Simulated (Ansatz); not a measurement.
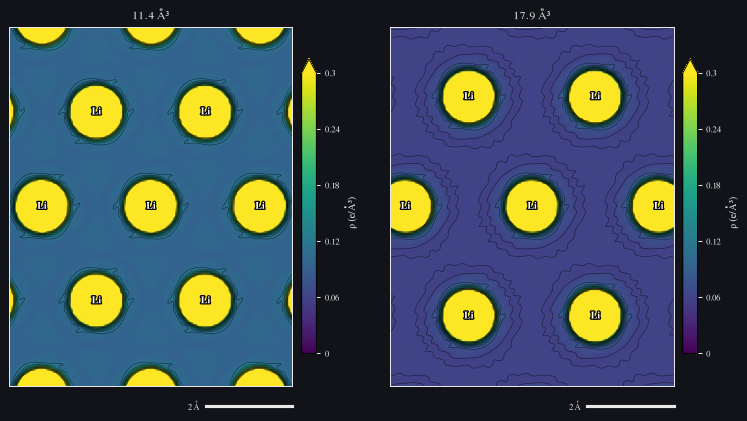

Li. The valence charge density (pseudo) of cells scaled evenly to different volumes (given per atom above each panel), on the (100) plane of each (indices in the axes of the cell below), at one length scale and on one colour scale.

Method: Ansatz, Kohn-Sham DFT of a periodic cell, PBEsol, Ansatz PAW.

Core electrons are frozen (PAW), and the valence fields are smoothed inside the atomic spheres.

The largest cell:

```
Li
1.0
     0.00000    2.07596    2.07596
     2.07596    0.00000    2.07596
     2.07596    2.07596    0.00000
Li
1
Direct
  0.00000 0.00000 0.00000
```

| volume (Å³/atom) | Li–Li contact in the plane (Å) | ρ at its midpoint (e/Å³) | pressure (GPa) | 
| --- | --- | --- | --- |
| 11.43 | 2.528 | 0.097 | 20.0 | 
| 15.82 | 2.818 | ? | ? | 
| 17.89 | 2.936 | 0.060 | 2.0 | 

**Estimate the missing row, and compare with the calculation.**

Over the known rows ln ρ falls by 1.18 per Å of Li–Li distance (the line through the two), which gives 0.069 e/Å³ at 2.818 Å; the calculation gives 0.069 e/Å³. For the pressure, a straight line in volume between the neighbouring rows gives 7.8 GPa; the calculation gives 5.0, lower because pressure rises ever faster on compression.
